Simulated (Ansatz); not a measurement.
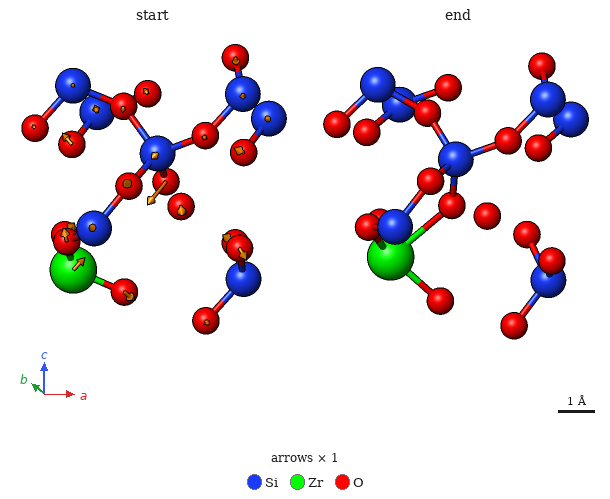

The structure of a defect cell of composition Si22ZrO48 before (left) and after (right) a relaxation, at one scale. The orange arrows give the displacements, at their true length.

Style: ball-and-stick. Shown: the atoms within 4.2 Å of the atom that moves most (axes of the cell of the calculation (origin shifted)), slightly off an axis.

Theory: Ansatz, DFT, PBEsol, PAW, plane waves. (plane-wave cutoff 420 eV; k-point mesh 1 × 1 × 1; mesh shifted by (0.25, 0.25, 0.25); collinear spin; atoms relaxed in a fixed cell; force threshold 0.03 eV/Å; at most 80 steps)

Q: What changed between the two?

A: An O atom moves most: 1.03 Å along [−2 −2 −1]. By element the largest moves are O 1.03 Å, Zr 0.52 Å, Si 0.35 Å. The cell stays as it was. Among the contacts that change: O–Zr 3.639 → 2.413 Å, O–Zr 1.602 → 1.989 Å, O–Zr 1.592 → 1.927 Å, O–Zr 1.620 → 1.938 Å. New bonds form, among them: O–Zr (3.64 → 2.41 Å). Among the angles between lasting bonds that change: Si–O–Si 143.4° → 122.1°, Si–O–Zr 142.1° → 127.1°, O–Si–O 110.9° → 100.1°. Over 14 geometry steps the energy falls by 12.720 eV per cell of the calculation. The largest force component goes from 19 to 0.012 eV/Å.
